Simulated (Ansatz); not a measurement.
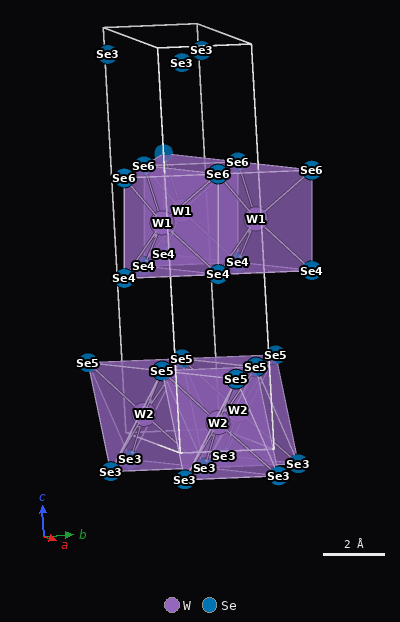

The input geometry of run A (polyhedral view of the cell 2 times as large as that of the calculation, set on its symmetry axes, seen slightly off an axis; polyhedra are completed across the faces of the cell; atoms are numbered from 1 in the order of the input). An atom can appear more than once, as a periodic image.

**Two runs on WSe₂**

System: WSe₂ (Cm, 6 atoms in the cell).
Method of run A: DFT PBEsol, scalar-relativistic, plane waves, PAW, no spin polarisation (Ansatz 0.2.0).

The structure derives from an entry of the Crystallography Open Database. Text and figures count atoms from 1; the logs count them from 0 in places.

Input file, run A:
```yaml
crystal:
  lattice:
    - [-3.2711504052, 0.0, 0.0]
    - [-1.6355752026, -2.8328993505, 0.0]
    - [-2.0446325608, -1.1804691594, 13.2206689562]
  atoms:
    - { symbol: W, position: [0.0986062233, 0.0986062233, 0.5633] }
    - { symbol: W, position: [0.6402895567, 0.6402895567, 0.0633] }
    - { symbol: Se, position: [-0.0569837983, -0.0569837983, 0.9366861811] }
    - { symbol: Se, position: [0.484699535, 0.484699535, 0.4366861811] }
    - { symbol: Se, position: [0.254196245, 0.254196245, 0.1899138189] }
    - { symbol: Se, position: [0.3791795783, 0.3791795783, 0.6899138189] }
basis:
  ecutwfc: 420
kpoints:
  mp_grid: { grid: [9, 9, 2] }
hamiltonian:
  xc: pbesol
scf:
  occupations: { method: gaussian, width: 0.05 }
output:
  forces: true
  stress: true
  eigenvalues: true
```

Launched with:
```bash
ansatz run input.yaml --threads 2 --pin off --max-ram 5120MiB --backend cpu --events-out ev --progress --plain --runs-dir out
```

Hardware: 2 threads of AMD EPYC (Zen 3), 64 GiB of memory available, shared host.

Output, shortened to warnings, some set-up lines, iterations and results (run A):
```
Basis set: ecut = 420 eV, 2451 PW (Γ), exchange–correlation on 48×48×180 points (8 copies of the dense FFT grid, shifted against one another)
Symmetry: 2 space group operations
k-points: 50 of 162 (time reversal used)
Initial density: superposition of atomic densities (neutral atoms: chi_scale 0, normalization atom), corrected by the library's trained network
[...]
SCF iter   1: F=—  HF=-42211.838751 eV  |F-HF|=—  |Δ(HF+E_count)|=         —  Δρ=5.78e-3  dr2=9.06e-2  ethr=1.77e-3  ⟨swp⟩=6.2  Hψ=9901  notcnv=0  defer=5
SCF iter   2: F=—  HF=-42211.846581 eV  |F-HF|=—  |Δ(HF+E_count)|=   7.83e-3  Δρ=4.64e-3  dr2=9.83e-2  ethr=9.85e-5  ⟨swp⟩=2.6  Hψ=5313  notcnv=0  defer=117
SCF iter   3: F=—  HF=-42211.845652 eV  |F-HF|=—  |Δ(HF+E_count)|=   9.29e-4  Δρ=4.24e-3  dr2=1.07e-1  ethr=9.85e-5  ⟨swp⟩=2.8  Hψ=3978  notcnv=0  defer=117
SCF iter   4: F=—  HF=-42211.832714 eV  |F-HF|=—  |Δ(HF+E_count)|=   1.29e-2  Δρ=1.44e-3  dr2=1.05e-2  ethr=9.85e-5  ⟨swp⟩=2.0  Hψ=3300  notcnv=0  defer=117
SCF iter   5: F=—  HF=-42211.831379 eV  |F-HF|=—  |Δ(HF+E_count)|=   1.33e-3  Δρ=3.59e-4  dr2=1.42e-3  ethr=1.15e-5  ⟨swp⟩=2.0  Hψ=3149  notcnv=0  defer=117
SCF iter   6: F=—  HF=-42211.831222 eV  |F-HF|=—  |Δ(HF+E_count)|=   1.57e-4  Δρ=8.38e-5  dr2=1.35e-5  ethr=1.54e-6  ⟨swp⟩=1.9  Hψ=3097  notcnv=0  defer=117
SCF iter   7: F=—  HF=-42211.831225 eV  |F-HF|=—  |Δ(HF+E_count)|=   2.33e-6  Δρ=2.62e-5  dr2=3.98e-7  ethr=1.47e-8  ⟨swp⟩=2.0  Hψ=4570  notcnv=0  defer=117
SCF iter   8: F=-42211.831225 eV  HF=-42211.831225 eV  |F-HF|=2.86e-8  |Δ(HF+E_count)|=   1.66e-7  Δρ=9.88e-6  dr2=5.65e-8  ethr=1.09e-10  ⟨swp⟩=10.2  Hψ=12428  notcnv=0
SCF 1 converged in 8 iterations: F = -42211.831225 eV  dr2 = 5.65e-8
SCF converged after 8 iterations
Free energy (F): -42211.831225 eV
Harris-Foulkes:  -42211.831225 eV  (|F-HF|=2.86e-8)
Internal energy: -42211.829869 eV  (E = F + TS)
E sigma→0 (E₀):  -42211.830547 eV
Entropy (-TS):   -0.001356 eV (-0.226 meV/atom)
Fermi energy:    13.343809 eV
--- Per-component energies (eV) ---
  E_band       = -1710.885702
  E_kinetic    = 1383.408804
  E_local      = -11783.909710  (includes V_loc(G=0)·N_el)
  E_nonlocal   = -2361.005705
  E_hartree    = 5654.901504
  E_xc         = -946.839050
  E_vxc        = -873.669069  (∫ρ·V_xc dr)
  E_paw        = -24345.028234  (= ΣΔE_a)
  E_vpaw       = 614.489636  (= ΣTr[D̂ρ^β])
  E_aug_tail   = -0.002546  (compensation charges beyond the density's cutoff)
  E_ewald      = -9817.832319
  E_core_change = 4.477386  (= ΣΔE_core)
  E_smearing   = -0.001356  (= −TS)
  E_closure    = 0.000000  (closes the sum)
  Σ components = -42211.831225   (vs F -42211.831225, Δ=0.00e0)
--- Forces (eV/Å), atoms counted from 1 ---
  atom   1  W     -0.00370879    -0.00214127    -0.00097553
  atom   2  W      3.24647289     1.87435200     3.18907919
  atom   3  Se    -3.79206073    -2.18934728    -3.46742138
  atom   4  Se    -0.00282392    -0.00163039    -0.03057631
  atom   5  Se     0.56167025     0.32428047     0.28778911
  atom   6  Se    -0.00952091    -0.00549690     0.02214273
  max |Σ_I F_I| component: 3.78e-5 eV/Å
--- Stress (GPa, compression-positive) ---
        4.721153       4.016052       9.611007
        4.016052       0.083815       5.548917
        9.611008       5.548918       7.988440
  P = ⅓ Tr σ = 4.2645 GPa (42.645 kbar)
```

The input of run B differs as follows (lines with − go, lines with + come):
```diff
-  occupations: { method: gaussian, width: 0.05 }
+  occupations: { method: fixed }
+  max_iter: 50
```

How does run B compare with run A?

The total energy of run B is 0.44 meV per atom higher, which comes with the changed settings and measures no stability. The largest force goes from 5.585 to 5.553 eV/Å. The number of SCF iterations is the same.

Output, shortened to warnings, some set-up lines, iterations and results (run B):
```
Basis set: ecut = 420 eV, 2451 PW (Γ), exchange–correlation on 48×48×180 points (8 copies of the dense FFT grid, shifted against one another)
Symmetry: 2 space group operations
k-points: 50 of 162 (time reversal used)
Initial density: superposition of atomic densities (neutral atoms: chi_scale 0, normalization atom), corrected by the library's trained network
[...]
SCF iter   1: F=—  HF=-42211.836946 eV  |F-HF|=—  |Δ(HF+E_count)|=         —  Δρ=5.95e-3  dr2=9.46e-2  ethr=1.77e-3  ⟨swp⟩=5.0  Hψ=8580  notcnv=0  defer=385
SCF iter   2: F=—  HF=-42211.828717 eV  |F-HF|=—  |Δ(HF+E_count)|=   8.23e-3  Δρ=2.94e-3  dr2=9.05e-3  ethr=1.03e-4  ⟨swp⟩=2.0  Hψ=3507  notcnv=0  defer=390
SCF iter   3: F=—  HF=-42211.828392 eV  |F-HF|=—  |Δ(HF+E_count)|=   3.25e-4  Δρ=1.65e-3  dr2=2.64e-3  ethr=9.84e-6  ⟨swp⟩=2.0  Hψ=3375  notcnv=0  defer=400
SCF iter   4: F=—  HF=-42211.828588 eV  |F-HF|=—  |Δ(HF+E_count)|=   1.96e-4  Δρ=7.43e-4  dr2=5.88e-4  ethr=2.87e-6  ⟨swp⟩=2.5  Hψ=4614  notcnv=0  defer=377
SCF iter   5: F=—  HF=-42211.828574 eV  |F-HF|=—  |Δ(HF+E_count)|=   1.36e-5  Δρ=1.75e-4  dr2=6.48e-5  ethr=6.39e-7  ⟨swp⟩=2.1  Hψ=3812  notcnv=0  defer=212
SCF iter   6: F=—  HF=-42211.828580 eV  |F-HF|=—  |Δ(HF+E_count)|=   5.40e-6  Δρ=5.36e-5  dr2=6.96e-6  ethr=7.04e-8  ⟨swp⟩=2.1  Hψ=3425  notcnv=0  defer=117
SCF iter   7: F=—  HF=-42211.828580 eV  |F-HF|=—  |Δ(HF+E_count)|=   6.16e-7  Δρ=2.24e-5  dr2=8.85e-7  ethr=7.56e-9  ⟨swp⟩=2.0  Hψ=4588  notcnv=0  defer=117
SCF iter   8: F=-42211.828581 eV  HF=-42211.828581 eV  |F-HF|=5.02e-8  |Δ(HF+E_count)|=   6.51e-7  Δρ=6.26e-6  dr2=5.99e-8  ethr=1.09e-10  ⟨swp⟩=10.2  Hψ=14069  notcnv=0
SCF 1 converged in 8 iterations: F = -42211.828581 eV  dr2 = 5.99e-8
SCF converged after 8 iterations
Free energy (F): -42211.828581 eV
Harris-Foulkes:  -42211.828581 eV  (|F-HF|=5.02e-8)
Internal energy: -42211.828581 eV  (E = F + TS)
E sigma→0 (E₀):  -42211.828581 eV
Fermi energy:    13.374724 eV
--- Per-component energies (eV) ---
  E_band       = -1710.905120
  E_kinetic    = 1383.408113
  E_local      = -11783.884072  (includes V_loc(G=0)·N_el)
  E_nonlocal   = -2361.007083
  E_hartree    = 5654.874654
  E_xc         = -946.836391
  E_vxc        = -873.665947  (∫ρ·V_xc dr)
  E_paw        = -24345.026324  (= ΣΔE_a)
  E_vpaw       = 614.494974  (= ΣTr[D̂ρ^β])
  E_aug_tail   = -0.002546  (compensation charges beyond the density's cutoff)
  E_ewald      = -9817.832319
  E_core_change = 4.477386  (= ΣΔE_core)
  E_smearing   = -0.000000  (= −TS)
  E_closure    = -0.000000  (closes the sum)
  Σ components = -42211.828581   (vs F -42211.828581, Δ=0.00e0)
--- Forces (eV/Å), atoms counted from 1 ---
  atom   1  W     -0.00307736    -0.00177671    -0.00703419
  atom   2  W      3.20553273     1.85071519     3.21070586
  atom   3  Se    -3.74404752    -2.16162684    -3.48456243
  atom   4  Se    -0.00298073    -0.00172093    -0.02666708
  atom   5  Se     0.55365391     0.31965223     0.28313733
  atom   6  Se    -0.00907798    -0.00524117     0.02444979
  max |Σ_I F_I| component: 2.93e-5 eV/Å
--- Stress (GPa, compression-positive) ---
        4.640137       3.907954       9.491913
        3.907954       0.127620       5.480159
        9.491913       5.480158       8.009439
  P = ⅓ Tr σ = 4.2591 GPa (42.591 kbar)
```

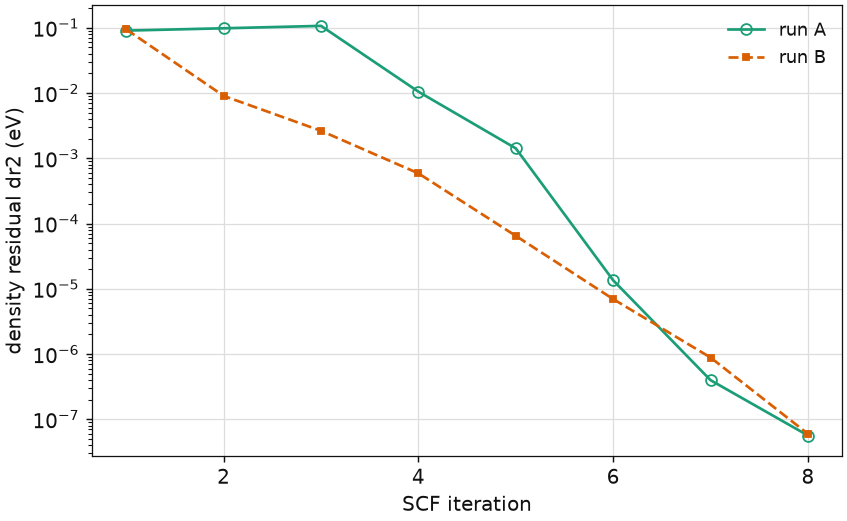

Convergence of the two runs: density residual dr2 against the SCF iteration. Run A takes 8 iterations in all, and run B takes 8.

The two runs side by side:

```tsv
quantity	run A	run B
outcome	converged	converged
free energy per atom (eV)	−7035.3052	−7035.3048
gap on the mesh (eV)	0.00	0.00
pressure (GPa)	4.26	4.26
largest force (eV/Å)	5.585	5.553
SCF iterations	8	8
irreducible k-points	50	50
plane waves at Γ	2451	2451
wall time (shared host)	17 s	20 s
```

For run A: Spin–orbit coupling is left out, which matters for W. For run B: A setting was made wrong on purpose: fixed occupations whatever the gap (`scf.occupations`). It did no harm here: the run converged to the energy of the sound run within 1 meV per atom. Warnings: filled and empty bands overlap.
